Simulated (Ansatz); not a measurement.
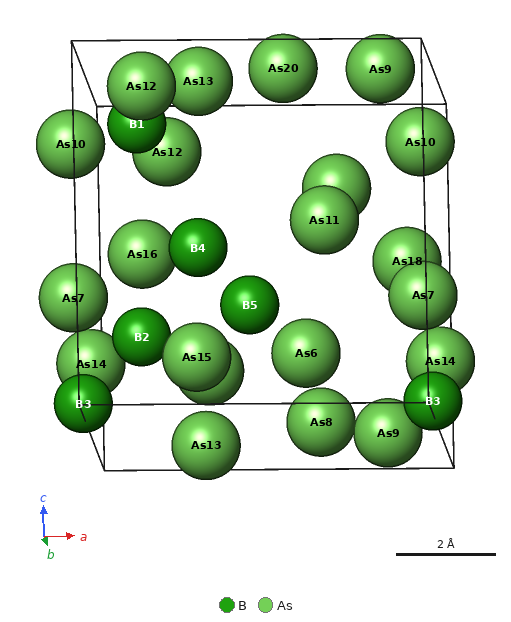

Fig. 1: The starting structure (spheres-only view of the cell of the calculation, seen at an oblique angle; atoms are numbered from 1 in the order of the input).

## Molecular dynamics of BAs3 (part 1 of 2)

BAs3 (disordered cell, 20 atoms in the cell), computed with DFT PBE, scalar-relativistic, plane waves, PAW, no spin polarisation (Ansatz 0.2.0).

It belongs to a series of runs on one base structure; here: Langevin dynamics at 4000 K from a random packing. Figures and captions count atoms from 1; the log counts them from 0 in places.

## Input
```yaml
crystal:
  lattice:
    - [7.115002, 0.121684, -0.076226]
    - [0.121684, 7.457979, 0.065573]
    - [-0.076226, 0.065573, 7.560504]
  atoms:
    - { symbol: B, position: [0.1453820892, 0.5314495297, 0.8665439929] }
    - { symbol: B, position: [0.1440425149, 0.565600182, 0.2881216558] }
    - { symbol: B, position: [0.9914764247, 0.2999903591, 0.0581396084] }
    - { symbol: B, position: [0.3324153256, 0.2501912918, 0.4752030012] }
    - { symbol: B, position: [0.4502420476, 0.6391487883, 0.3871935573] }
    - { symbol: As, position: [0.6213169597, 0.4480311008, 0.2189439535] }
    - { symbol: As, position: [0.9666104185, 0.3427061308, 0.3564299015] }
    - { symbol: As, position: [0.6302085523, 0.8856127863, 0.1084504559] }
    - { symbol: As, position: [0.8410400557, 0.5950357099, 0.0251530943] }
    - { symbol: As, position: [0.973496278, 0.255959449, 0.7626700945] }
    - { symbol: As, position: [0.6849871833, 0.4079210553, 0.5770453534] }
    - { symbol: As, position: [0.1975215171, 0.9997702129, 0.8742309775] }
    - { symbol: As, position: [0.3108425465, 0.7273965351, 0.0178689793] }
    - { symbol: As, position: [0.9761257977, 0.8774216333, 0.2718050523] }
    - { symbol: As, position: [0.317983014, 0.3081550044, 0.1847779347] }
    - { symbol: As, position: [0.1295590087, 0.8798487794, 0.5721977542] }
    - { symbol: As, position: [0.3094757544, 0.9588775036, 0.2644576289] }
    - { symbol: As, position: [0.9014263181, 0.6582751824, 0.506907887] }
    - { symbol: As, position: [0.6944200167, 0.8011627821, 0.7347268151] }
    - { symbol: As, position: [0.5866548356, 0.2459610841, 0.9645295285] }
  symmetry: { detect: false }
basis:
  ecutwfc: 320
  xc_grid: 1
kpoints:
  mp_grid: { grid: [1, 1, 1], shift: [0.25, 0.25, 0.25] }
hamiltonian:
  xc: pbe
scf:
  occupations: { method: fermi_dirac, width: 0.3447 }
  lower_state_search: "off"
  convergence: { dr2_threshold: 1.0e-05 }
output:
  forces: true
  stress: true
md:
  timestep: 1.5
  n_steps: 24
  ensemble: nvt_langevin
  friction: 0.03
  temperature: 4000.0
  initial_velocities: maxwell_boltzmann
  seed: 88237
```

Run as:
```bash
ansatz run input.yaml --threads 2 --pin off --max-ram 5120MiB --backend cpu --events-out ev --progress --plain --runs-dir out
```

## The program's output
```
Warning: basis.ecutwfc = 320 eV is below the records' recommended 420 eV, and the density's cutoff is lower with it unless basis.ecutrho_ratio is high enough to keep the records' density cutoff: compare with a run at a higher cutoff
Warning: scf.convergence.dr2_threshold = 1e-5 eV is looser than this run's default, which is 1e-7 eV or tighter. The error in the forces grows as the threshold's square root, so leave the key out unless less accurate forces are enough
Warning: output.stress: scf.convergence.dr2_threshold = 1e-5 eV is looser than the 2e-9 eV advised for a printed stress (1e-10 eV for each atom of the cell: 20). What an SCF threshold leaves in a stress goes as its square root, and in the free energy as the threshold itself, and one threshold admits the most on a small cell: of the crystals measured, under no hybrid functional and no lock of the moments, on runs that ended without the residual-converged pass, on stresses that held no estimate of that error, the worst erred by over 100 MPa in a component at 1e-7 eV an atom and by under 5 at 1e-10. Set scf.convergence.dr2_threshold to 2e-9 eV or tighter. The threshold is an SCF's pass mark: one that does not reach it within its budget of iterations ends unconverged, or closes short of it on a stop that the run arms, and scf.convergence.dr2_threshold's page says what that costs each kind of run
band count auto-derived: 159 (N_el = 240.0; filled up to band 120; 144 by the electrons, moments and atoms)
Engine: ansatz 0.2.0, aarch64-unknown-linux-gnu
Pseudopotentials: kind: paw
Pseudopotential: B, paw, valence charge 3, recommended cutoff 420 eV (normal), B.paw.azcp
Pseudopotential: As, paw, valence charge 15, recommended cutoff 420 eV (normal), As.paw.azcp
Functional definition: PBE
  parameter kappa = 0.804
  parameter beta = 0.06672455060314922
  exchange = pbe_x(kappa = kappa, mu = beta*pi^2/3)
  correlation = pbe_c(beta = beta)
Crystal: 20 atoms, lattice volume = 401.000 Å³
Basis set: ecut = 320 eV, 5209 PW (Γ)
Bands: 159, of which v1, the nominal top of the filled ones, is band 120 counted from 1 (119 counted from 0)
Symmetry: 1 space group operations
k-points: 1
Non-local potential: B, projectors of the file, l = 0: 2, l = 1: 2, l = 2: 1
Non-local potential: As, projectors of the file, l = 0: 2, l = 1: 2, l = 2: 3, l = 3: 1
PAW form: soft (Blöchl's): semilocal exchange-correlation on the pseudo side does not see the compensation charge
PAW one-centre angular grid: B, 110 points (default); XC on 64 Gauss nodes
PAW one-centre angular grid: As, 590 points (default); XC on 64 Gauss nodes
Initial density: superposition of atomic densities (neutral atoms: chi_scale 0, normalization atom), corrected by the library's trained network
Initial wavefunctions: pseudopotential atomic-orbital guess
Functional: x = pbe(κ = 0.804, μ = 0.2195149727645171), c = pbe(β = 0.06672455060314922)
SCF iter   1: F=—  HF=-73599.635456 eV  |F-HF|=—  |Δ(HF+E_count)|=         —  Δρ=5.34e-3  dr2=2.06e-1  ethr=1.77e-3  ⟨swp⟩=5.0  Hψ=535  notcnv=0
preconditioner: auto → LDOS  [metal: Δε(μ)=0.276 eV  Ē_g=9.735 eV  σ=0.345 eV  W_gap=0.20  n_scr=96 (ndim 8)  ℏωp=17.6 eV  f_vac=0.057  D(μ)=10.78/eV (n_scr^D=80)  β→1.0]
SCF iter   2: F=—  HF=-73599.600841 eV  |F-HF|=—  |Δ(HF+E_count)|=   3.46e-2  Δρ=2.20e-3  dr2=2.94e-2  ethr=8.57e-5  ⟨swp⟩=2.0  Hψ=222  notcnv=0
SCF iter   3: F=—  HF=-73599.594677 eV  |F-HF|=—  |Δ(HF+E_count)|=   6.16e-3  Δρ=6.06e-4  dr2=3.21e-3  ethr=1.22e-5  ⟨swp⟩=2.0  Hψ=270  notcnv=0
SCF iter   4: F=—  HF=-73599.594048 eV  |F-HF|=—  |Δ(HF+E_count)|=   6.29e-4  Δρ=1.74e-4  dr2=2.23e-4  ethr=1.34e-6  ⟨swp⟩=3.0  Hψ=357  notcnv=0
SCF iter   5: F=—  HF=-73599.594047 eV  |F-HF|=—  |Δ(HF+E_count)|=   8.61e-7  Δρ=5.66e-5  dr2=1.94e-5  ethr=9.30e-8  ⟨swp⟩=2.0  Hψ=209  notcnv=0
SCF iter   6: F=-73599.594052 eV  HF=-73599.594052 eV  |F-HF|=2.23e-7  |Δ(HF+E_count)|=   5.09e-6  Δρ=1.65e-5  dr2=1.96e-6  ethr=4.17e-9  ⟨swp⟩=4.0  Hψ=439  notcnv=0
SCF 1 converged in 6 iterations: F = -73599.594052 eV  dr2 = 1.96e-6
  greatest PAW one-centre occupation: 0.999 electrons in one spin orbital (limit 2), on the As atom at site 17 (counted from 0), in its partial waves of l = 2
md step     0: t =     0.00 fs  T =  3800.0 K  F+E_penalty+E_count = -73599.59405198 eV  E_kin = 9.823760 eV  P_inst = 5.7926 GPa  (6 SCF iters)
Initial density: handed on by an earlier stage of this run
Initial wavefunctions: those handed on with the density
iter 1 solved again at ethr=4.11e-5 eV; its pass at ethr=3.10e-3 eV (dr2=9.86e-2 eV) is discarded
SCF iter   1: F=—  HF=-73599.627679 eV  |F-HF|=—  |Δ(HF+E_count)|=         —  Δρ=2.18e-3  dr2=3.36e-2  ethr=4.11e-5  ⟨swp⟩=2.0  Hψ=647  notcnv=0
preconditioner: auto → LDOS  [metal: Δε(μ)=0.254 eV  Ē_g=9.734 eV  σ=0.345 eV  W_gap=0.18  n_scr=96 (ndim 8)  ℏωp=17.6 eV  f_vac=0.058  D(μ)=10.90/eV (n_scr^D=80)  β→1.0]
SCF iter   2: F=—  HF=-73599.622842 eV  |F-HF|=—  |Δ(HF+E_count)|=   4.84e-3  Δρ=7.87e-4  dr2=3.57e-3  ethr=1.40e-5  ⟨swp⟩=2.0  Hψ=192  notcnv=0
SCF iter   3: F=—  HF=-73599.622134 eV  |F-HF|=—  |Δ(HF+E_count)|=   7.09e-4  Δρ=2.47e-4  dr2=5.87e-4  ethr=1.49e-6  ⟨swp⟩=2.0  Hψ=206  notcnv=0
SCF iter   4: F=—  HF=-73599.621992 eV  |F-HF|=—  |Δ(HF+E_count)|=   1.42e-4  Δρ=6.28e-5  dr2=2.94e-5  ethr=2.45e-7  ⟨swp⟩=2.0  Hψ=197  notcnv=0
SCF iter   5: F=-73599.621986 eV  HF=-73599.621986 eV  |F-HF|=2.85e-7  |Δ(HF+E_count)|=   5.14e-6  Δρ=1.67e-5  dr2=1.69e-6  ethr=4.17e-9  ⟨swp⟩=4.0  Hψ=441  notcnv=0
SCF 2 converged in 5 iterations: F = -73599.621986 eV  dr2 = 1.69e-6
md step     1: t =     1.50 fs  T =  3920.6 K  F+E_penalty+E_count = -73599.62198614 eV  E_kin = 10.135659 eV  P_inst = 5.8478 GPa  (5 SCF iters)
[... from here on the SCF iterations and repeated set-up lines of each step are left out, up to the last step ...]
SCF 3 converged in 5 iterations: F = -73599.652777 eV  dr2 = 2.08e-6
md step     2: t =     3.00 fs  T =  4057.9 K  F+E_penalty+E_count = -73599.65277702 eV  E_kin = 10.490605 eV  P_inst = 5.9349 GPa  (5 SCF iters)
SCF 4 converged in 5 iterations: F = -73599.730195 eV  dr2 = 2.20e-6
md step     3: t =     4.50 fs  T =  4487.3 K  F+E_penalty+E_count = -73599.73019506 eV  E_kin = 11.600667 eV  P_inst = 6.2186 GPa  (5 SCF iters)
SCF 5 converged in 5 iterations: F = -73599.857901 eV  dr2 = 2.15e-6
md step     4: t =     6.00 fs  T =  4317.0 K  F+E_penalty+E_count = -73599.85790148 eV  E_kin = 11.160190 eV  P_inst = 6.1431 GPa  (5 SCF iters)
SCF 6 converged in 4 iterations: F = -73599.997775 eV  dr2 = 1.63e-6
md step     5: t =     7.50 fs  T =  4532.2 K  F+E_penalty+E_count = -73599.99777506 eV  E_kin = 11.716587 eV  P_inst = 6.4497 GPa  (4 SCF iters)
SCF 7 converged in 4 iterations: F = -73600.156040 eV  dr2 = 6.33e-7
md step     6: t =     9.00 fs  T =  4609.4 K  F+E_penalty+E_count = -73600.15604011 eV  E_kin = 11.916151 eV  P_inst = 6.7453 GPa  (4 SCF iters)
SCF 8 converged in 4 iterations: F = -73600.315782 eV  dr2 = 1.19e-6
md step     7: t =    10.50 fs  T =  4878.3 K  F+E_penalty+E_count = -73600.31578182 eV  E_kin = 12.611474 eV  P_inst = 7.2384 GPa  (4 SCF iters)
SCF 9 converged in 4 iterations: F = -73600.439539 eV  dr2 = 8.46e-7
md step     8: t =    12.00 fs  T =  4631.4 K  F+E_penalty+E_count = -73600.43953947 eV  E_kin = 11.972976 eV  P_inst = 7.4603 GPa  (4 SCF iters)
SCF 10 converged in 4 iterations: F = -73600.565818 eV  dr2 = 1.11e-6
md step     9: t =    13.50 fs  T =  4616.7 K  F+E_penalty+E_count = -73600.56581804 eV  E_kin = 11.935097 eV  P_inst = 7.8707 GPa  (4 SCF iters)
SCF 11 converged in 5 iterations: F = -73600.708014 eV  dr2 = 4.97e-6
md step    10: t =    15.00 fs  T =  4524.7 K  F+E_penalty+E_count = -73600.70801430 eV  E_kin = 11.697263 eV  P_inst = 8.2463 GPa  (5 SCF iters)
SCF 12 converged in 4 iterations: F = -73600.817181 eV  dr2 = 1.38e-6
md step    11: t =    16.50 fs  T =  4504.8 K  F+E_penalty+E_count = -73600.81718109 eV  E_kin = 11.645915 eV  P_inst = 8.7060 GPa  (4 SCF iters)
SCF 13 converged in 4 iterations: F = -73600.872909 eV  dr2 = 2.26e-6
md step    12: t =    18.00 fs  T =  4590.2 K  F+E_penalty+E_count = -73600.87290925 eV  E_kin = 11.866566 eV  P_inst = 9.2554 GPa  (4 SCF iters)
SCF 14 converged in 4 iterations: F = -73600.928151 eV  dr2 = 1.75e-6
md step    13: t =    19.50 fs  T =  5147.6 K  F+E_penalty+E_count = -73600.92815135 eV  E_kin = 13.307513 eV  P_inst = 10.1194 GPa  (4 SCF iters)
SCF 15 converged in 4 iterations: F = -73601.047525 eV  dr2 = 2.40e-6
md step    14: t =    21.00 fs  T =  4829.5 K  F+E_penalty+E_count = -73601.04752453 eV  E_kin = 12.485174 eV  P_inst = 10.3646 GPa  (4 SCF iters)
SCF 16 converged in 4 iterations: F = -73601.197761 eV  dr2 = 1.16e-6
md step    15: t =    22.50 fs  T =  4379.5 K  F+E_penalty+E_count = -73601.19776101 eV  E_kin = 11.321961 eV  P_inst = 10.5102 GPa  (4 SCF iters)
SCF 17 converged in 4 iterations: F = -73601.407896 eV  dr2 = 1.17e-6
md step    16: t =    24.00 fs  T =  4185.2 K  F+E_penalty+E_count = -73601.40789604 eV  E_kin = 10.819564 eV  P_inst = 10.7194 GPa  (4 SCF iters)
SCF 18 converged in 4 iterations: F = -73601.754955 eV  dr2 = 1.50e-6
md step    17: t =    25.50 fs  T =  4111.5 K  F+E_penalty+E_count = -73601.75495454 eV  E_kin = 10.629120 eV  P_inst = 10.8244 GPa  (4 SCF iters)
SCF 19 converged in 4 iterations: F = -73602.166400 eV  dr2 = 1.20e-6
md step    18: t =    27.00 fs  T =  4681.5 K  F+E_penalty+E_count = -73602.16640011 eV  E_kin = 12.102487 eV  P_inst = 11.2984 GPa  (4 SCF iters)
SCF 20 converged in 4 iterations: F = -73602.573714 eV  dr2 = 2.27e-6
md step    19: t =    28.50 fs  T =  4655.9 K  F+E_penalty+E_count = -73602.57371355 eV  E_kin = 12.036353 eV  P_inst = 11.3435 GPa  (4 SCF iters)
SCF 21 converged in 6 iterations: F = -73602.900207 eV  dr2 = 1.08e-6
md step    20: t =    30.00 fs  T =  4729.6 K  F+E_penalty+E_count = -73602.90020735 eV  E_kin = 12.226944 eV  P_inst = 11.4839 GPa  (6 SCF iters)
SCF 22 converged in 4 iterations: F = -73603.082436 eV  dr2 = 3.83e-6
md step    21: t =    31.50 fs  T =  4171.5 K  F+E_penalty+E_count = -73603.08243614 eV  E_kin = 10.784099 eV  P_inst = 11.2125 GPa  (4 SCF iters)
SCF 23 converged in 4 iterations: F = -73603.176087 eV  dr2 = 2.95e-6
md step    22: t =    33.00 fs  T =  4151.4 K  F+E_penalty+E_count = -73603.17608679 eV  E_kin = 10.732173 eV  P_inst = 11.3460 GPa  (4 SCF iters)
SCF 24 converged in 4 iterations: F = -73603.185879 eV  dr2 = 3.08e-6
md step    23: t =    34.50 fs  T =  3997.0 K  F+E_penalty+E_count = -73603.18587909 eV  E_kin = 10.333102 eV  P_inst = 11.5613 GPa  (4 SCF iters)
iter 1 solved again at ethr=1.85e-4 eV; its pass at ethr=3.10e-3 eV (dr2=4.43e-1 eV) is discarded
SCF iter   1: F=—  HF=-73603.154354 eV  |F-HF|=—  |Δ(HF+E_count)|=         —  Δρ=7.40e-3  dr2=4.45e-1  ethr=1.85e-4  ⟨swp⟩=1.0  Hψ=748  notcnv=0
preconditioner: auto → LDOS  [metal: Δε(μ)=0.243 eV  Ē_g=10.306 eV  σ=0.345 eV  W_gap=0.17  n_scr=96 (ndim 8)  ℏωp=17.6 eV  f_vac=0.063  D(μ)=10.34/eV (n_scr^D=78)  β→1.0]
SCF iter   2: F=—  HF=-73603.080245 eV  |F-HF|=—  |Δ(HF+E_count)|=   7.41e-2  Δρ=3.26e-3  dr2=6.36e-2  ethr=1.85e-4  ⟨swp⟩=2.0  Hψ=200  notcnv=0
SCF iter   3: F=—  HF=-73603.064420 eV  |F-HF|=—  |Δ(HF+E_count)|=   1.58e-2  Δρ=7.30e-4  dr2=5.14e-3  ethr=2.65e-5  ⟨swp⟩=2.0  Hψ=215  notcnv=0
SCF iter   4: F=—  HF=-73603.063440 eV  |F-HF|=—  |Δ(HF+E_count)|=   9.81e-4  Δρ=2.14e-4  dr2=3.79e-4  ethr=2.14e-6  ⟨swp⟩=2.0  Hψ=208  notcnv=0
SCF iter   5: F=—  HF=-73603.063381 eV  |F-HF|=—  |Δ(HF+E_count)|=   5.92e-5  Δρ=5.32e-5  dr2=1.51e-5  ethr=1.58e-7  ⟨swp⟩=2.0  Hψ=200  notcnv=0
SCF iter   6: F=-73603.063382 eV  HF=-73603.063382 eV  |F-HF|=5.45e-7  |Δ(HF+E_count)|=   1.59e-6  Δρ=1.41e-5  dr2=1.20e-6  ethr=4.17e-9  ⟨swp⟩=4.0  Hψ=534  notcnv=0
SCF 25 converged in 6 iterations: F = -73603.063382 eV  dr2 = 1.20e-6
md step    24: t =    36.00 fs  T =  3759.2 K  F+E_penalty+E_count = -73603.06338167 eV  E_kin = 9.718319 eV  P_inst = 11.8543 GPa  (6 SCF iters)
```

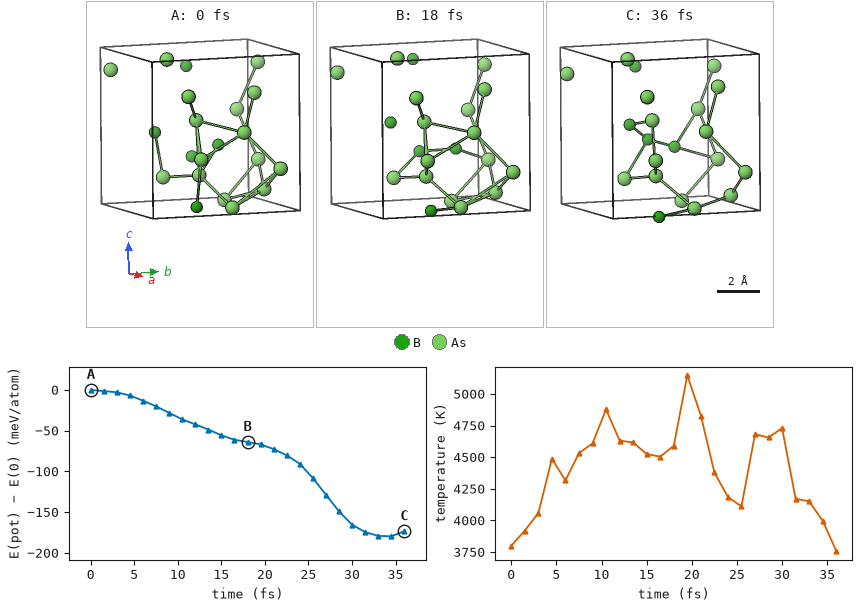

Fig. 2: Frames of the molecular dynamics (ball-and-stick, simulation cell, seen slightly off an axis) above the curves, on which the letters mark them. The trajectory kept here has 25 frames over 36 fs. The temperature starts at 3800 K, ranges from 3759 to 5148 K and averages 4415 K over the second half. The potential energy ends 173.5 meV/atom below its first value. With the common drift removed, the root-mean-square displacement is 0.60 Å, and B2 has moved furthest (1.59 Å).

```
SCF converged after 6 iterations
Free energy (F): -73603.063382 eV
Harris-Foulkes:  -73603.063382 eV  (|F-HF|=5.45e-7)
Internal energy: -73599.061127 eV  (E = F + TS)
E sigma→0 (E₀):  -73601.062254 eV
Entropy (-TS):   -4.002255 eV (-200.113 meV/atom)
Fermi energy:    8.729322 eV
--- Per-component energies (eV) ---
  E_band       = -3862.852667
  E_kinetic    = 1777.738490
  E_local      = -30497.189269  (includes V_loc(G=0)·N_el)
  E_nonlocal   = -9983.954717
  E_hartree    = 16375.412502
  E_xc         = -1345.490902
  E_vxc        = -1373.693841  (∫ρ·V_xc dr)
  E_paw        = -27919.962751  (= ΣΔE_a)
  E_vpaw       = 3463.459347  (= ΣTr[D̂ρ^β])
  E_aug_tail   = 0.002086  (compensation charges beyond the density's cutoff)
  E_ewald      = -22005.616566
  E_smearing   = -4.002255  (= −TS)
  E_closure    = -0.000000  (closes the sum)
  Σ components = -73603.063382   (vs F -73603.063382, Δ=0.00e0)
--- Forces (eV/Å), atoms counted from 1 ---
  atom   1  B      0.06095728     0.33559635     1.16155471
  atom   2  B     -0.59736874    -0.79735951    -0.41561483
  atom   3  B      0.69304439     1.42483217     2.96139512
  atom   4  B     -2.20573039    -2.77907308     0.30889189
  atom   5  B     -0.75561929     3.30553611    -0.25670818
  atom   6  As    -0.66817443     1.31848715    -0.18418431
  atom   7  As     1.83844410    -1.25993759     0.03811832
  atom   8  As    -2.04458773     1.80040618    -0.18507288
  atom   9  As     0.96630119    -0.05396403    -1.14393902
  atom  10  As    -0.45202789    -0.89557329    -2.48553455
  atom  11  As     2.97465268     0.92137058     1.81176100
  atom  12  As     0.53074060     1.40454200     2.06764376
  atom  13  As    -0.11484784    -1.10526458    -0.67288188
  atom  14  As    -0.66096734    -0.36523026     1.20034383
  atom  15  As    -2.51889667     0.30540367     0.26978799
  atom  16  As     0.74131918    -1.35375568    -2.26103128
  atom  17  As     1.92901469    -0.49717479     0.54499590
  atom  18  As     0.51000365     0.19857486    -0.09130314
  atom  19  As    -0.76369413    -0.31977118    -0.86055845
  atom  20  As     0.53731963    -1.58820232    -1.80676407
  max |Σ_I F_I| component: 9.00e-4 eV/Å
--- Stress (GPa, compression-positive) ---
       11.797935      -1.054462       1.171181
       -1.054463       6.257970       1.296940
        1.171180       1.296940       9.741146
  P = ⅓ Tr σ = 9.2657 GPa (92.657 kbar)
--- MD trajectory: 24 steps, t = 0.0 → 36.0 fs ---
  final state: T = 3759.2 K   F+E_penalty+E_count = -73603.06338167 eV   E_kin = 9.718319 eV
```

## File md.tsv
```
# step	time_fs	lagrangian_ev	e_kin_ev	conserved_ev	temperature_k	n_scf	instantaneous_pressure_gpa	pulay_correction_pressure_gpa	volume_ang3	basis_selection	selection_volumetric_strain	selection_max_deviatoric_strain	pulay_correction_read	pulay_correction_kernel_widenings	a_ang	b_ang	c_ang	alpha_deg	beta_deg	gamma_deg	quantum_kinetic_energy_ev	gyration_radius_ang	target_temperature_k	e_deformation_potential
0	0.000000	-7.3599594052e4	9.8237599188e0	nan	3800.0000	6	5.7926101479e0	1.7662162756e0	nan	nan	nan	nan	nan	nan	nan	nan	nan	nan	nan	nan	nan	nan	nan	0.0000000000e0
1	1.500000	-7.3599621986e4	1.0135658650e1	nan	3920.6478	5	5.8477777061e0	1.7652579467e0	nan	nan	nan	nan	nan	nan	nan	nan	nan	nan	nan	nan	nan	nan	nan	0.0000000000e0
2	3.000000	-7.3599652777e4	1.0490605272e1	nan	4057.9473	5	5.9348889789e0	1.7649274392e0	nan	nan	nan	nan	nan	nan	nan	nan	nan	nan	nan	nan	nan	nan	nan	0.0000000000e0
3	4.500000	-7.3599730195e4	1.1600666658e1	nan	4487.3382	5	6.2186176106e0	1.7656335519e0	nan	nan	nan	nan	nan	nan	nan	nan	nan	nan	nan	nan	nan	nan	nan	0.0000000000e0
4	6.000000	-7.3599857901e4	1.1160190203e1	nan	4316.9543	5	6.1430508185e0	1.7667685768e0	nan	nan	nan	nan	nan	nan	nan	nan	nan	nan	nan	nan	nan	nan	nan	0.0000000000e0
5	7.500000	-7.3599997775e4	1.1716587213e1	nan	4532.1783	4	6.4497244674e0	1.7674496922e0	nan	nan	nan	nan	nan	nan	nan	nan	nan	nan	nan	nan	nan	nan	nan	0.0000000000e0
6	9.000000	-7.3600156040e4	1.1916150549e1	nan	4609.3728	4	6.7452669502e0	1.7675542767e0	nan	nan	nan	nan	nan	nan	nan	nan	nan	nan	nan	nan	nan	nan	nan	0.0000000000e0
7	10.500000	-7.3600315782e4	1.2611474013e1	nan	4878.3360	4	7.2384257468e0	1.7670743647e0	nan	nan	nan	nan	nan	nan	nan	nan	nan	nan	nan	nan	nan	nan	nan	0.0000000000e0
8	12.000000	-7.3600439539e4	1.1972976019e1	nan	4631.3539	4	7.4602953534e0	1.7670635699e0	nan	nan	nan	nan	nan	nan	nan	nan	nan	nan	nan	nan	nan	nan	nan	0.0000000000e0
9	13.500000	-7.3600565818e4	1.1935097223e1	nan	4616.7017	4	7.8706739628e0	1.7695392058e0	nan	nan	nan	nan	nan	nan	nan	nan	nan	nan	nan	nan	nan	nan	nan	0.0000000000e0
10	15.000000	-7.3600708014e4	1.1697262811e1	nan	4524.7033	5	8.2462609339e0	1.7743895216e0	nan	nan	nan	nan	nan	nan	nan	nan	nan	nan	nan	nan	nan	nan	nan	0.0000000000e0
11	16.500000	-7.3600817181e4	1.1645915234e1	nan	4504.8411	4	8.7060138211e0	1.7790394987e0	nan	nan	nan	nan	nan	nan	nan	nan	nan	nan	nan	nan	nan	nan	nan	0.0000000000e0
12	18.000000	-7.3600872909e4	1.1866565750e1	nan	4590.1926	4	9.2554469424e0	1.7826183612e0	nan	nan	nan	nan	nan	nan	nan	nan	nan	nan	nan	nan	nan	nan	nan	0.0000000000e0
13	19.500000	-7.3600928151e4	1.3307513062e1	nan	5147.5759	4	1.0119416059e1	1.7853307004e0	nan	nan	nan	nan	nan	nan	nan	nan	nan	nan	nan	nan	nan	nan	nan	0.0000000000e0
14	21.000000	-7.3601047525e4	1.2485174262e1	nan	4829.4810	4	1.0364587491e1	1.7884339288e0	nan	nan	nan	nan	nan	nan	nan	nan	nan	nan	nan	nan	nan	nan	nan	0.0000000000e0
```
